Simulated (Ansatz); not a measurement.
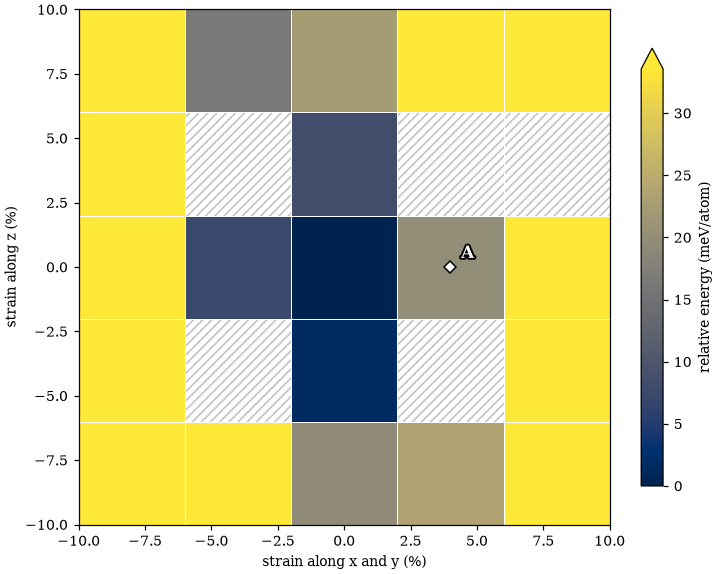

LiF (Fm-3m, No. 225; 2 atoms in the cell). The cell is strained homogeneously, by one strain along x and y and another along z, with fractional coordinates fixed (x, y and z along the cube axes). The first coordinate is: strain along x and y; the second: strain along z. The grid has 5 × 5 points. At 5 points there is no value. Energies: meV/atom, counted from the lowest grid point. The reference cell is the one listed in the database, not relaxed at this level. Method: DFT r2SCAN, scalar-relativistic, plane waves, PAW in Ansatz. Settings: cutoff 500 eV, k-mesh 10×10×10, gaussian smearing 0.05 eV, no spin polarisation.

In the figure: one coloured cell a grid point, one colour for all values above the top of the scale, hatched blanks where no value was computed, the point A.

**Is A at rest? If not, where is it pushed?**

A, at strain along x and y = 4 %, strain along z = 0 %, is not a stationary point. The computed force is 7.5 meV/atom for each 1 % towards smaller values of strain along x and y and 2.9 meV/atom for each 1 % towards smaller values of strain along z.
